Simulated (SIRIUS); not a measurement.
System: CuO, space group P-6m2 (No. 187) (cell built by us, not taken from a database).

Structure:
```cif
data_structure
_symmetry_space_group_name_H-M 'P 1'
_symmetry_Int_Tables_number 1
_cell_length_a 2.8363
_cell_length_b 2.8363
_cell_length_c 2.7681
_cell_angle_alpha 90.000
_cell_angle_beta 90.000
_cell_angle_gamma 120.000
_cell_volume 19.29
loop_
_atom_site_label
_atom_site_type_symbol
_atom_site_fract_x
_atom_site_fract_y
_atom_site_fract_z
_atom_site_occupancy
Cu1 Cu 0.00000 0.00000 0.00000 1
O1 O 0.66667 0.33333 0.50000 1
```

Computed with SIRIUS 7.12.0: all-electron LAPW DFT, no spin polarisation; energies at scaled volumes of the given cell, shape and fractions fixed, counted from the fit's minimum, third-order Birch-Murnaghan fit. Level: RPBE.

- k mesh: 6×6×5
- occupations: Fermi–Dirac
- smearing width: 0.05 eV
- potentials: all electron FP LAPW
- program settings: basis apw+lo standard, gk cutoff 4.62 1/bohr, pw cutoff 24 1/bohr

Describe the result: the energy against volume. The volume takes the values 9.06, 9.26, 9.45, 9.64, 9.84, 10.03, 10.22 Å³/atom.

A third-order Birch–Murnaghan fit gives V0 = 9.92 Å³/atom, B0 = 154 GPa and B′ = 4.6. The energy is 42.34 meV/atom at volume 9.06 Å³/atom and 4.07 meV/atom at 10.22 Å³/atom; the lowest computed point is at volume 9.84 Å³/atom (0.39 meV/atom).

```csv
volume (Å³/atom),energy (meV/atom)
9.06,42.34
9.26,24.43
9.45,11.94
9.64,4.07
9.84,0.39
10.03,0.46
10.22,4.07
```

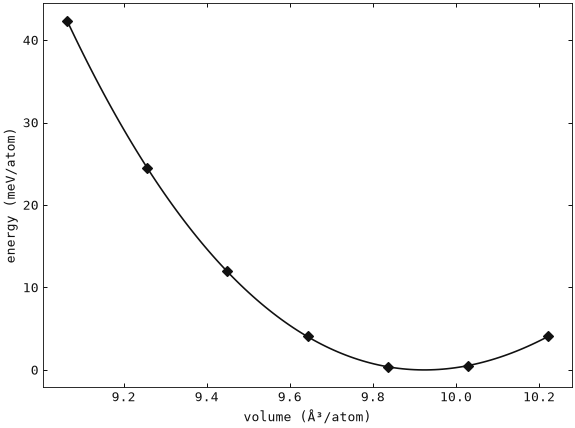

Keep in mind: coarse k mesh; shape and atomic fractions are frozen while scaling, which makes layered, chain and framework solids too stiff.
